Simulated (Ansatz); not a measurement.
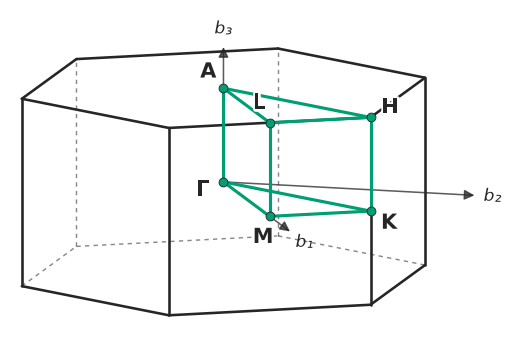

For Cu, the end point of a relaxation with Ansatz, DFT r2SCAN, scalar-relativistic, plane waves, PAW: the first Brillouin zone and its special points. Geometry calculated from the standardised cell; symmetry tolerance 0.002 Å.

Space group P6_3/mmc, No. 194; a = 2.528 Å, b = 2.528 Å, c = 4.138 Å, α = 90.00°, β = 90.00°, γ = 120.00°.

Labels and path follow the convention of Hinuma et al. (2017), as computed by seekpath; the arrows show the directions of the reciprocal primitive vectors b₁, b₂, b₃, in which coordinates are given; lengths include the factor 2π.

List the special points with their coordinates and distances from Γ.

Answer.
```
point   k₁   k₂   k₃  length of k (1/Å)
    Γ    0    0    0              0.000
    A    0    0  1/2              0.759
    K  1/3  1/3    0              1.657
    H  1/3  1/3  1/2              1.823
    M  1/2    0    0              1.435
    L  1/2    0  1/2              1.624
```

What is the zone's volume?

Answer. (2π)³ over the primitive cell's volume of 22.90 Å³: 10.8 Å⁻³.
